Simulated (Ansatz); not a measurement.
**Geometry relaxation, with input and output: Si (part 2 of 2)**

Si (slab, 4 atoms in the cell); DFT PBE, scalar-relativistic, plane waves, PAW, PAW set soft_1, no spin polarisation (Ansatz 0.2.0); cutoff 420 eV, 9×9×1 k-mesh, Gaussian smearing of 0.05 eV. The structure derives from an entry of the Crystallography Open Database. The input holds or restrains some coordinates. Forces given for the steps count only the free coordinates.

Geometry of the input (Å; fractional positions):
```
3.8675  0.0000  0.0000
-1.9338  3.3494  0.0000
0.0000  0.0000  17.9473
Si 0.3333  0.6667  0.3900
Si 0.0000  0.0000  0.4340
Si 0.0000  0.0000  0.5660
Si 0.6667  0.3333  0.6100
```

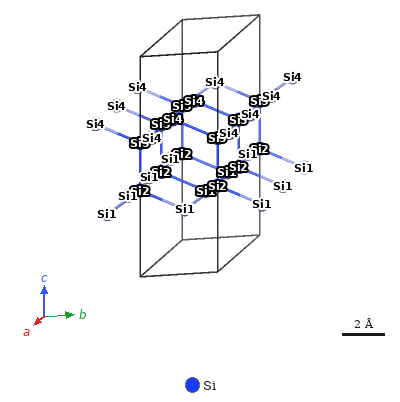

Fig. 1: The geometry at step 1 of the log (ball-and-stick view of the 2 × 1 repeat of the cell, with the vacuum cut short, seen slightly off an axis; neighbours outside the cell are drawn fainter; atoms are numbered from 1 in the order of the input).

The program's output, continued:
```
SCF iter   1: F=—  HF=-2541.164180 eV  |F-HF|=—  |Δ(HF+E_count)|=         —  Δρ=1.87e-3  dr2=6.74e-2  ethr=4.64e-4  p=0.000 e·Å  D=4.45e-6 V/Å  ΔV_dip=-0.00 eV  dr2_dipole=2.80e-2  V_vac-E_F(+/−)=4.84/4.84 eV  ⟨swp⟩=1.1  Hψ=789  notcnv=0
efield: sawtooth ramp at fractional position 0.9800 (handed on by an earlier solve), width 0.0400; the density the first Hamiltonian is built on has a dipole p = 0.000 e·Å; the dipole correction subtracts the counter field D = 4.45e-6 V/Å, which shifts the + side's vacuum level by -0.00 eV against the − side's; the planar-averaged density in the ramp window peaks in size at 4.9e-7 e/Å³
preconditioner: auto → LDOS  [insulator: Δε(μ)=0.331 eV  Ē_g=7.124 eV  σ=0.050 eV  W_gap=0.75  n_scr=8 (ndim 8)  ℏωp=9.7 eV  f_vac=0.536  D(μ)=1.85/eV (n_scr^D=6)  ε∞_Penn≈2.9  β→1.0]
SCF iter   2: F=—  HF=-2541.160367 eV  |F-HF|=—  |Δ(HF+E_count)|=   3.81e-3  Δρ=6.40e-4  dr2=6.38e-3  ethr=4.21e-4  p=0.010 e·Å  D=7.49e-3 V/Å  ΔV_dip=-0.13 eV  dr2_dipole=2.34e-3  V_vac-E_F(+/−)=4.78/4.92 eV  ⟨swp⟩=2.3  Hψ=167  notcnv=0
SCF iter   3: F=—  HF=-2541.159831 eV  |F-HF|=—  |Δ(HF+E_count)|=   5.36e-4  Δρ=1.11e-4  dr2=1.07e-4  ethr=3.99e-5  p=0.007 e·Å  D=5.59e-3 V/Å  ΔV_dip=-0.10 eV  dr2_dipole=6.23e-6  V_vac-E_F(+/−)=4.80/4.90 eV  ⟨swp⟩=2.4  Hψ=206  notcnv=0
SCF iter   4: F=-2541.159814 eV  HF=-2541.159813 eV  |F-HF|=1.22e-6  |Δ(HF+E_count)|=   1.82e-5  Δρ=2.64e-5  dr2=2.59e-6  ethr=4.90e-7  p=0.007 e·Å  D=5.55e-3 V/Å  ΔV_dip=-0.10 eV  dr2_dipole=1.60e-9  V_vac-E_F(+/−)=4.80/4.90 eV  ⟨swp⟩=7.2  Hψ=1008  notcnv=0
SCF 2 converged in 4 iterations: F = -2541.159814 eV  dr2 = 2.59e-6
  greatest PAW one-centre occupation: 0.659 electrons in one spin orbital (limit 2), on the Si atom at site 0 (counted from 0), in its partial waves of l = 0
relax step   2: F+E_penalty+E_count = -2541.15981431 eV  Δ(F+E_penalty+E_count) = -5.550e-2 eV  max|allowed force component| = 4.460e-1 eV/Å  Δτ_max = 0.0544 Å  (4 SCF iters, dr2 threshold 7.84e-5 eV, accepted)
iter 1 solved again at ethr=1.07e-4 eV; its pass at ethr=3.10e-3 eV (dr2=1.72e-2 eV) is discarded
SCF iter   1: F=—  HF=-2541.176423 eV  |F-HF|=—  |Δ(HF+E_count)|=         —  Δρ=1.82e-3  dr2=1.71e-2  ethr=1.07e-4  p=0.007 e·Å  D=5.55e-3 V/Å  ΔV_dip=-0.10 eV  dr2_dipole=7.18e-5  V_vac-E_F(+/−)=4.82/4.92 eV  ⟨swp⟩=1.5  Hψ=839  notcnv=0
efield: sawtooth ramp at fractional position 0.9800 (handed on by an earlier solve), width 0.0400; the density the first Hamiltonian is built on has a dipole p = 0.007 e·Å; the dipole correction subtracts the counter field D = 5.55e-3 V/Å, which shifts the + side's vacuum level by -0.10 eV against the − side's; the planar-averaged density in the ramp window peaks in size at 4.0e-7 e/Å³
preconditioner: auto → LDOS  [metal: Δε(μ)=0.038 eV  Ē_g=7.107 eV  σ=0.050 eV  W_gap=0.37  n_scr=8 (ndim 8)  ℏωp=9.7 eV  f_vac=0.533  D(μ)=1.66/eV (n_scr^D=6)  β→1.0]
SCF iter   2: F=—  HF=-2541.174728 eV  |F-HF|=—  |Δ(HF+E_count)|=   1.70e-3  Δρ=9.13e-4  dr2=8.03e-3  ethr=1.07e-4  p=0.007 e·Å  D=5.29e-3 V/Å  ΔV_dip=-0.09 eV  dr2_dipole=7.12e-4  V_vac-E_F(+/−)=4.84/4.94 eV  ⟨swp⟩=3.8  Hψ=319  notcnv=0
SCF iter   3: F=—  HF=-2541.173250 eV  |F-HF|=—  |Δ(HF+E_count)|=   1.48e-3  Δρ=1.31e-4  dr2=7.13e-5  ethr=5.02e-5  p=0.008 e·Å  D=6.61e-3 V/Å  ΔV_dip=-0.12 eV  dr2_dipole=4.73e-6  V_vac-E_F(+/−)=4.82/4.94 eV  ⟨swp⟩=2.4  Hψ=221  notcnv=0
SCF iter   4: F=-2541.173262 eV  HF=-2541.173267 eV  |F-HF|=5.49e-6  |Δ(HF+E_count)|=   1.69e-5  Δρ=3.08e-5  dr2=6.61e-6  ethr=7.77e-8  p=0.009 e·Å  D=6.68e-3 V/Å  ΔV_dip=-0.12 eV  dr2_dipole=1.61e-6  V_vac-E_F(+/−)=4.82/4.94 eV  ⟨swp⟩=10.7  Hψ=992  notcnv=0
SCF 3 converged in 4 iterations: F = -2541.173262 eV  dr2 = 6.61e-6
  greatest PAW one-centre occupation: 0.658 electrons in one spin orbital (limit 2), on the Si atom at site 0 (counted from 0), in its partial waves of l = 0
relax step   3: F+E_penalty+E_count = -2541.17326173 eV  Δ(F+E_penalty+E_count) = -1.345e-2 eV  max|allowed force component| = 6.288e-2 eV/Å  Δτ_max = 0.0681 Å  (4 SCF iters, dr2 threshold 1.24e-5 eV, accepted)
SCF iter   1: F=—  HF=-2541.173742 eV  |F-HF|=—  |Δ(HF+E_count)|=         —  Δρ=2.16e-4  dr2=9.97e-4  ethr=1.37e-5  p=0.009 e·Å  D=6.68e-3 V/Å  ΔV_dip=-0.12 eV  dr2_dipole=4.25e-4  V_vac-E_F(+/−)=4.81/4.93 eV  ⟨swp⟩=2.8  Hψ=479  notcnv=0
efield: sawtooth ramp at fractional position 0.9800 (handed on by an earlier solve), width 0.0400; the density the first Hamiltonian is built on has a dipole p = 0.009 e·Å; the dipole correction subtracts the counter field D = 6.68e-3 V/Å, which shifts the + side's vacuum level by -0.12 eV against the − side's; the planar-averaged density in the ramp window peaks in size at 4.6e-7 e/Å³
preconditioner: auto → LDOS  [metal: Δε(μ)=0.036 eV  Ē_g=7.113 eV  σ=0.050 eV  W_gap=0.35  n_scr=8 (ndim 8)  ℏωp=9.7 eV  f_vac=0.534  D(μ)=1.69/eV (n_scr^D=6)  β→1.0]
SCF iter   2: F=—  HF=-2541.173701 eV  |F-HF|=—  |Δ(HF+E_count)|=   4.02e-5  Δρ=1.07e-4  dr2=3.02e-4  ethr=6.23e-6  p=0.010 e·Å  D=7.76e-3 V/Å  ΔV_dip=-0.14 eV  dr2_dipole=1.40e-4  V_vac-E_F(+/−)=4.81/4.95 eV  ⟨swp⟩=1.0  Hψ=240  notcnv=0
SCF iter   3: F=—  HF=-2541.173684 eV  |F-HF|=—  |Δ(HF+E_count)|=   1.69e-5  Δρ=1.06e-5  dr2=8.22e-7  ethr=1.88e-6  p=0.009 e·Å  D=7.31e-3 V/Å  ΔV_dip=-0.13 eV  dr2_dipole=2.30e-7  V_vac-E_F(+/−)=4.81/4.94 eV  ⟨swp⟩=1.0  Hψ=144  notcnv=0
SCF iter   4: F=—  HF=-2541.173600 eV  |F-HF|=—  |Δ(HF+E_count)|=   8.41e-5  Δρ=3.05e-6  dr2=3.60e-8  ethr=6.25e-10  p=0.009 e·Å  D=7.32e-3 V/Å  ΔV_dip=-0.13 eV  dr2_dipole=2.60e-10  V_vac-E_F(+/−)=4.81/4.94 eV  ⟨swp⟩=9.1  Hψ=975  notcnv=0
SCF iter   5: F=-2541.173600 eV  HF=-2541.173600 eV  |F-HF|=1.02e-9  |Δ(HF+E_count)|=   2.53e-8  Δρ=8.70e-7  dr2=4.32e-9  ethr=2.25e-10  p=0.009 e·Å  D=7.32e-3 V/Å  ΔV_dip=-0.13 eV  dr2_dipole=8.16e-11  V_vac-E_F(+/−)=4.81/4.94 eV  ⟨swp⟩=2.7  Hψ=564  notcnv=0
SCF 4 converged in 5 iterations: F = -2541.173600 eV  dr2 = 4.32e-9
relax step   4: F+E_penalty+E_count = -2541.17360037 eV  Δ(F+E_penalty+E_count) = -3.386e-4 eV  max|allowed force component| = 1.125e-3 eV/Å  Δτ_max = 0.0062 Å  (5 SCF iters, accepted)
SCF converged after 5 iterations
Free energy (F): -2541.173600 eV
Harris-Foulkes:  -2541.173600 eV  (|F-HF|=1.02e-9)
Internal energy: -2541.171552 eV  (E = F + TS)
E sigma→0 (E₀):  -2541.172576 eV
Entropy (-TS):   -0.002048 eV (-0.512 meV/atom)
Fermi energy:    -1.090675 eV
Dipole field:    D = 0.007311 V/Å  (p = 0.009394 e·Å, saw-weighted, corrected)
Work function:   Φ+ = 4.8108 eV   Φ− = 4.9421 eV
Levels:          The Fermi level and band energies are counted from a zero that moves with the ramp; work functions are not
--- Per-component energies (eV) ---
  E_band       = -90.490242
  E_kinetic    = 156.603114
  E_local      = -2451.254280  (includes V_loc(G=0)·N_el)
  E_nonlocal   = 90.866986
  E_hartree    = 1152.588142
  E_xc         = -222.560268
  E_vxc        = -186.416272  (∫ρ·V_xc dr)
  E_paw        = -2045.323833  (= ΣΔE_a)
  E_vpaw       = -5.465235  (= ΣTr[D̂ρ^β])
  E_aug_tail   = 0.000159  (compensation charges beyond the density's cutoff)
  E_efield     = 0.000034  (sawtooth field / dipole correction)
  E_vefield    = -0.003399  (∫n·V_field dr)
  E_ewald      = 777.908392
  E_smearing   = -0.002048  (= −TS)
  E_closure    = 0.000000  (closes the sum)
  Σ components = -2541.173600   (vs F -2541.173600, Δ=0.00e0)
--- Forces (eV/Å), atoms counted from 1 ---
  atom   1  Si    -0.00000000    -0.00000000     0.61639048
  atom   2  Si     0.00000000     0.00000000    -0.61815841
  atom   3  Si     0.00000000    -0.00000000     0.00064390
  atom   4  Si    -0.00000000     0.00000000     0.00112475
  max |Σ_I F_I| component: 7.22e-7 eV/Å
--- Band table (eV; the first three rows and the last of 12) ---
  k-point 0: bands = ["-12.2344", "-11.0973", "-5.9580", "-2.4923", "-1.9575", "-1.9575", "-1.2364", "-1.2364", "0.1874", "1.2136", "1.6616", "2.1889"]
  k-point 1: bands = ["-12.0928", "-10.9550", "-5.9000", "-2.9810", "-2.5718", "-2.2322", "-2.0283", "-1.4551", "0.3288", "1.5668", "1.9026", "2.5857"]
  k-point 2: bands = ["-11.6746", "-10.5352", "-5.9631", "-4.4333", "-3.8693", "-2.7460", "-1.9145", "-1.9086", "-0.0617", "1.1785", "1.6308", "3.4731"]
  k-point 11: bands = ["-9.4304", "-8.5291", "-8.1426", "-7.7012", "-5.1384", "-4.7261", "-3.2062", "-1.1313", "-1.0871", "2.1031", "2.9185", "2.9529"]
--- Relaxed structure (4 steps of the walk, 4 accepted, 0 SCFs on fresh bases) ---
  F+E_penalty+E_count = -2541.17360037 eV   max|allowed force component| = 1.125e-3 eV/Å
  atoms:
    - { symbol: Si, position: [0.33333333333333337, 0.6666666666666669, 0.3900310929] }
    - { symbol: Si, position: [0.0, 0.0, 0.4340186557] }
    - { symbol: Si, position: [-2.4602489298734816e-18, -6.133441764495388e-34, 0.5731443550366874] }
    - { symbol: Si, position: [0.6666666666666667, 0.33333333333333337, 0.6094122579097937] }
```

Trajectory as extended XYZ (Å, eV, eV/Å), 4 frames, from step=1 to step=4:
```
4
Lattice="3.8675 0.0000 0.0000 -1.9338 3.3494 0.0000 0.0000 0.0000 17.9473" Properties=species:S:1:pos:R:3:forces:R:3 step=1 energy=-2541.10431
Si    0.0000    2.2329    7.0000    0.0000   0.0000   0.5577
Si    0.0000    0.0000    7.7895    0.0000   0.0000  -1.1201
Si    0.0000    0.0000   10.1578    0.0000   0.0000   1.1201
Si    1.9338    1.1165   10.9473    0.0000   0.0000  -0.5576
4
Lattice="3.8675 0.0000 0.0000 -1.9338 3.3494 0.0000 0.0000 0.0000 17.9473" Properties=species:S:1:pos:R:3:forces:R:3 step=2 energy=-2541.15981
Si    0.0000    2.2329    7.0000    0.0000   0.0000   0.5739
Si    0.0000    0.0000    7.7895    0.0000   0.0000  -0.8775
Si    0.0000    0.0000   10.2122    0.0000   0.0000   0.4460
Si    1.9338    1.1165   10.9091    0.0000   0.0000  -0.1431
4
Lattice="3.8675 0.0000 0.0000 -1.9338 3.3494 0.0000 0.0000 0.0000 17.9473" Properties=species:S:1:pos:R:3:forces:R:3 step=3 energy=-2541.17326
Si    0.0000    2.2329    7.0000    0.0000   0.0000   0.6177
Si    0.0000    0.0000    7.7895    0.0000   0.0000  -0.6330
Si    0.0000    0.0000   10.2803    0.0000   0.0000   0.0629
Si    1.9338    1.1165   10.9435    0.0000   0.0000  -0.0467
4
Lattice="3.8675 0.0000 0.0000 -1.9338 3.3494 0.0000 0.0000 0.0000 17.9473" Properties=species:S:1:pos:R:3:forces:R:3 step=4 energy=-2541.17360
Si    0.0000    2.2329    7.0000    0.0000   0.0000   0.6164
Si    0.0000    0.0000    7.7895    0.0000   0.0000  -0.6182
Si    0.0000    0.0000   10.2864    0.0000   0.0000   0.0006
Si    1.9338    1.1165   10.9373    0.0000   0.0000   0.0011
```

Summary:

- outcome: converged under the restraints of the input
- electrons treated: 16
- free energy: −2541.1736 eV
- work function, top face: 4.81 eV
- work function, bottom face: 4.94 eV
- Fermi energy: −1.091 eV
- gap on the k-point mesh: 0.04 eV
- final volume: 232.49 Å³
- work function (upper face): 4.81 eV
- largest force (length of the vector) at the end, held atoms and coordinates included: 0.618 eV/Å
- hardware: 1 thread of Arm Neoverse V2, 24 GiB of memory available, shared host
- wall time: 12 s
- peak memory: 0.35 GiB
